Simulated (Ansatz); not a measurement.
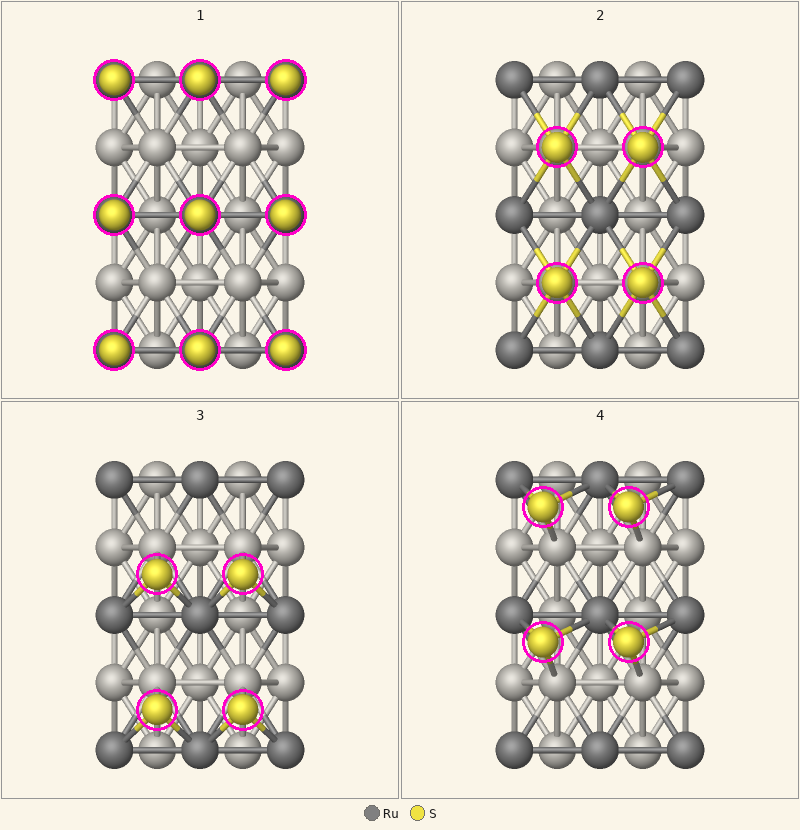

S on a Ru(100) slab cut from the P6_3/mmc phase, its upper half relaxed before the scan (6 atoms of substrate and one adsorbate in a 1 × 1 cell). S is moved over the surface cell; relaxed at each place: the height of the adsorbate's atoms; substrate rigid; the origin of the map has the adsorbate above Ru6. Places are given modulo a cell vector. The map is drawn in real space over the plane of the surface. The grid has 6 × 10 points; 24 points were computed and 36 follow by symmetry. All energies are given in eV relative to the lowest grid point. With one adsorbate in each 1 × 1 cell, its nearest image is 2.7 Å away, so neighbouring adsorbates interact. The calculation used DFT PBE, scalar-relativistic, plane waves, PAW (Ansatz 0.2.0). Settings: cutoff 420 eV, k-mesh 10×6×1, gaussian smearing 0.1 eV, no spin polarisation.

The numbered pictures are structures from this grid. Rings mark the moved atoms.

### Rank them by energy, lowest first.

3, at (3/6, 3/10) of the cell vectors [nearest 1 Ru at 2.28 Å]: 0.21 eV; 2, at a fourfold hollow over a second-layer Ru atom, (3/6, 5/10) of the cell vectors: 0.74 eV; 4, at (2/6, 8/10) of the cell vectors [nearest 1 Ru at 2.18 Å]: 0.88 eV; 1, at the top site over a surface Ru atom, (0/6, 0/10) of the cell vectors: 1.04 eV.

The map, with the structures marked:

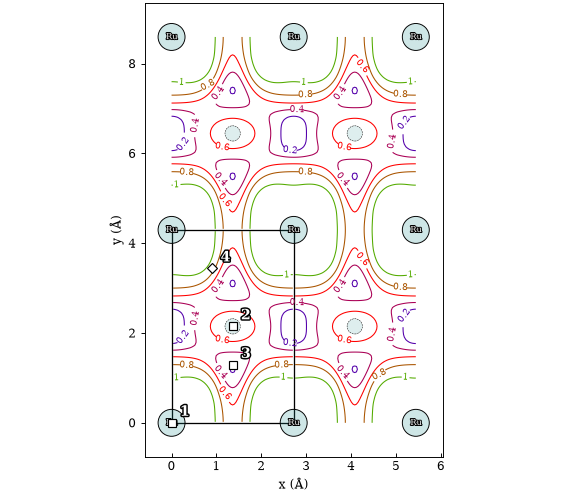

In the figure: contour lines labelled in eV, labelled circles for the atoms of the top layer and small ones for the second layer, the outline of one cell of the 2 × 2 shown. Between grid points the surface is interpolated.

PAW datasets: the set soft_1.
